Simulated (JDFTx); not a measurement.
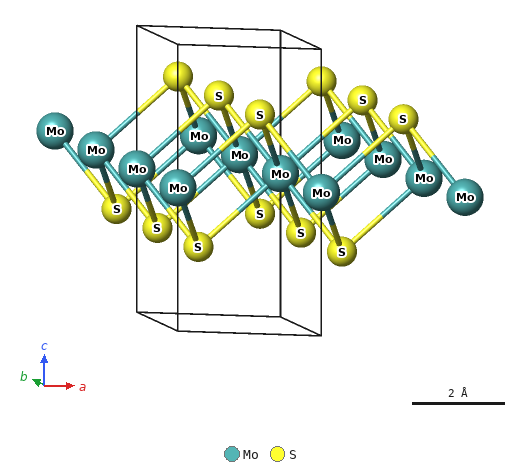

*The structure as given in the input (ball-and-stick view of the cell of the calculation, repeated 2 × 3 × 1, seen slightly off an axis).*

# Run report: MoS2, band-structure run

MoS2 (P-3m1, 3 atoms in the cell), computed with Kohn-Sham DFT of a periodic cell, HLE16, PseudoDojo-SR-PBE-0.5-standard, no spin polarisation (JDFTx 1.7.0 (patched build)).

The structure derives from a Materials Project entry.

The input
```
lattice \
    6.0990240984    -3.0495120492     0.0000000000 \
    0.0000000000     5.2819098074     0.0000000000 \
    0.0000000000     0.0000000000    11.9288459328
coords-type Cartesian
ion Mo     0.0000000000     0.0000000000     5.9644229664 1
ion S      3.0495120495     1.7606366023     8.8831811008 1
ion S     -0.0000000003     3.5212732051     3.0456648319 1

ion-species pseudo/Mo.upf
ion-species pseudo/S.upf
elec-cutoff 40 320
elec-ex-corr gga-hle16
elec-smearing Fermi 0.0018374661
elec-n-bands 19
electronic-minimize nIterations 30 energyDiffThreshold 1e-06
davidson-band-ratio 1.3
forces-output-coords Cartesian
include path.kpoints
symmetries none
fix-electron-density run.$VAR

dump-name bands.$VAR
dump End Ecomponents EigStats BandEigs Kpoints Forces
```

File path.kpoints
```
kpoint +0.0000000000 +0.0000000000 +0.0000000000 0.020000000000
kpoint +0.0833333333 +0.0000000000 +0.0000000000 0.020000000000
kpoint +0.1666666667 +0.0000000000 +0.0000000000 0.020000000000
kpoint +0.2500000000 +0.0000000000 +0.0000000000 0.020000000000
kpoint +0.3333333333 +0.0000000000 +0.0000000000 0.020000000000
kpoint +0.4166666667 +0.0000000000 +0.0000000000 0.020000000000
kpoint +0.5000000000 +0.0000000000 +0.0000000000 0.020000000000
kpoint +0.4444444444 +0.1111111111 +0.0000000000 0.020000000000
kpoint +0.3888888889 +0.2222222222 +0.0000000000 0.020000000000
kpoint +0.3333333333 +0.3333333333 +0.0000000000 0.020000000000
kpoint +0.2916666667 +0.2916666667 +0.0000000000 0.020000000000
kpoint +0.2500000000 +0.2500000000 +0.0000000000 0.020000000000
kpoint +0.2083333333 +0.2083333333 +0.0000000000 0.020000000000
kpoint +0.1666666667 +0.1666666667 +0.0000000000 0.020000000000
kpoint +0.1250000000 +0.1250000000 +0.0000000000 0.020000000000
kpoint +0.0833333333 +0.0833333333 +0.0000000000 0.020000000000
kpoint +0.0416666667 +0.0416666667 +0.0000000000 0.020000000000
kpoint +0.0000000000 +0.0000000000 +0.0000000000 0.020000000000
kpoint +0.0000000000 +0.0000000000 +0.1666666667 0.020000000000
kpoint +0.0000000000 +0.0000000000 +0.3333333333 0.020000000000
kpoint +0.0000000000 +0.0000000000 +0.5000000000 0.020000000000
kpoint +0.0714285714 +0.0000000000 +0.5000000000 0.020000000000
kpoint +0.1428571429 +0.0000000000 +0.5000000000 0.020000000000
kpoint +0.2142857143 +0.0000000000 +0.5000000000 0.020000000000
kpoint +0.2857142857 +0.0000000000 +0.5000000000 0.020000000000
kpoint +0.3571428571 +0.0000000000 +0.5000000000 0.020000000000
kpoint +0.4285714286 +0.0000000000 +0.5000000000 0.020000000000
kpoint +0.5000000000 +0.0000000000 +0.5000000000 0.020000000000
kpoint +0.4583333333 +0.0833333333 +0.5000000000 0.020000000000
kpoint +0.4166666667 +0.1666666667 +0.5000000000 0.020000000000
kpoint +0.3750000000 +0.2500000000 +0.5000000000 0.020000000000
kpoint +0.3333333333 +0.3333333333 +0.5000000000 0.020000000000
kpoint +0.3000000000 +0.3000000000 +0.5000000000 0.020000000000
kpoint +0.2666666667 +0.2666666667 +0.5000000000 0.020000000000
kpoint +0.2333333333 +0.2333333333 +0.5000000000 0.020000000000
kpoint +0.2000000000 +0.2000000000 +0.5000000000 0.020000000000
kpoint +0.1666666667 +0.1666666667 +0.5000000000 0.020000000000
kpoint +0.1333333333 +0.1333333333 +0.5000000000 0.020000000000
kpoint +0.1000000000 +0.1000000000 +0.5000000000 0.020000000000
kpoint +0.0666666667 +0.0666666667 +0.5000000000 0.020000000000
kpoint +0.0333333333 +0.0333333333 +0.5000000000 0.020000000000
kpoint +0.0000000000 +0.0000000000 +0.5000000000 0.020000000000
kpoint +0.5000000000 +0.0000000000 +0.5000000000 0.020000000000
kpoint +0.5000000000 +0.0000000000 +0.3333333333 0.020000000000
kpoint +0.5000000000 +0.0000000000 +0.1666666667 0.020000000000
kpoint +0.5000000000 +0.0000000000 +0.0000000000 0.020000000000
kpoint +0.3333333333 +0.3333333333 +0.0000000000 0.020000000000
kpoint +0.3333333333 +0.3333333333 +0.1666666667 0.020000000000
kpoint +0.3333333333 +0.3333333333 +0.3333333333 0.020000000000
kpoint +0.3333333333 +0.3333333333 +0.5000000000 0.020000000000
```

Launch command:
```bash
jdftx -c 1 -i bands.in -o bands.out
```

The program's output
```
*************** JDFTx 1.7.0 (patched build) ***************

Input parsed successfully to the following command list (including defaults):
[... the input with its defaults ...]

---------- Initializing the Grid ----------
R =
[      6.09902     -3.04951            0  ]
[            0      5.28191            0  ]
[            0            0      11.9288  ]
unit cell volume = 384.282
G =
[     1.0302   0.594783         -0  ]
[          0    1.18957          0  ]
[          0         -0   0.526722  ]
Minimum fftbox size, Smin = [  52  52  100  ]
Chosen fftbox size, S = [  54  54  100  ]

---------- Initializing tighter grid for wavefunction operations ----------
R =
[      6.09902     -3.04951            0  ]
[            0      5.28191            0  ]
[            0            0      11.9288  ]
unit cell volume = 384.282
G =
[     1.0302   0.594783         -0  ]
[          0    1.18957          0  ]
[          0         -0   0.526722  ]
Minimum fftbox size, Smin = [  36  36  68  ]
Chosen fftbox size, S = [  36  36  70  ]

---------- Exchange Correlation functional ----------
Initialized LibXC exchange-correlation functional 'high local exchange 2016'

---------- Setting up pseudopotentials ----------
Width of ionic core gaussian charges (only for fluid interactions / plotting) set to 0

Reading pseudopotential file 'pseudo/Mo.upf':
  'Mo' pseudopotential, 'PBE' functional
  Generated using ONCVPSP code by D. R. Hamann
  14 valence electrons, 4 orbitals, 6 projectors, 1001 radial grid points, with lMax = 2
    4S    l: 0   occupation:  2.0   eigenvalue: -2.364714
    4P    l: 1   occupation:  6.0   eigenvalue: -1.414320
    4D    l: 2   occupation:  5.0   eigenvalue: -0.137921
    5S    l: 0   occupation:  1.0   eigenvalue: -0.150182
  Core radius for overlap checks: 1.35 bohrs.

Reading pseudopotential file 'pseudo/S.upf':
  'S' pseudopotential, 'PBE' functional
  Generated using ONCVPSP code by D. R. Hamann
  6 valence electrons, 2 orbitals, 6 projectors, 1001 radial grid points, with lMax = 2
    3S    l: 0   occupation:  2.0   eigenvalue: -0.634163
    3P    l: 1   occupation:  4.0   eigenvalue: -0.257567
  Core radius for overlap checks: 1.43 bohrs.

Initialized 2 species with 3 total atoms.

Folded 50 k-points by 1x1x1 to 50 k-points.

---------- Setting up k-points, bands, fillings ----------
No reducable k-points.
Computing the number of bands and number of electrons
Calculating initial fillings.
nElectrons:  26.000000   nBands: 19   nStates: 50

----- Setting up reduced wavefunction bases (one per k-point) -----
average nbasis = 4642.620 , ideal nbasis = 4643.375

---------- Setting up ewald sum ----------
Optimum gaussian width for ewald sums = 2.415126 bohr.
Real space sum over 1183 unit cells with max indices [  6  6  3  ]
Reciprocal space sum over 2299 terms with max indices [  5  5  9  ]

---------- Allocating electronic variables ----------
Reading n from file 'run.n' ... done
Initializing wave functions:  linear combination of atomic orbitals
Note: number of bands (19) exceeds available atomic orbitals (18)

----------- Band structure minimization -------------
Minimization will be done independently for each quantum number.

---- Minimization of quantum number:     0  [ +0.0000000 +0.0000000 +0.0000000 ]  0.040000000 ----
BandDavidson: Iter:   0  Eband: -0.062389228640017
BandDavidson: Iter:   1  Eband: -0.079105057602046  dEband: -1.671583e-02
BandDavidson: Iter:   2  Eband: -0.085067947198106  dEband: -5.962890e-03
BandDavidson: Iter:   3  Eband: -0.086450446514311  dEband: -1.382499e-03
[... 911 lines of inner loops ...]
BandDavidson: Iter:  16  Eband: -0.086517108241494  dEband: -1.403530e-06
BandDavidson: Iter:  17  Eband: -0.086518069222395  dEband: -9.609809e-07
BandDavidson: Converged (dEband<1.000000e-06)
	FillingsUpdate:  mu: +0.266605596  nElectrons: 26.000000
WARNING: these k-points are no uniform mesh, so that mu and the fillings of partly filled bands are only those of these points: take mu from the calculation that made the density or potential.

Dumping 'bands.eigStats' ...
	eMin: -2.041168 at state 18 ( [ +0.000000 +0.000000 +0.166667 ] spin 0 )
	HOMO: +0.266118 at state 20 ( [ +0.000000 +0.000000 +0.500000 ] spin 0 )
	mu  : +0.266606
	LUMO: +0.267773 at state 34 ( [ +0.233333 +0.233333 +0.500000 ] spin 0 )
	eMax: +0.624232 at state 36 ( [ +0.166667 +0.166667 +0.500000 ] spin 0 )
	HOMO-LUMO gap: +0.001655
	Optical gap  : +0.011863 at state 40 ( [ +0.033333 +0.033333 +0.500000 ] spin 0 )
Done!
```

Summary

| quantity | value |
| --- | --- |
| outcome | converged |
| space group (tolerance 0.01 Å) | P-3m1 (164) |
| electrons treated | 26 |
| Fermi energy | 7.452 eV |
| gap on the band path | 0.00 eV |
| hardware | 1 thread of Arm Neoverse V2, 24 GiB of memory available, shared host |
| wall time | 56 s |
| peak memory | 0.15 GiB |
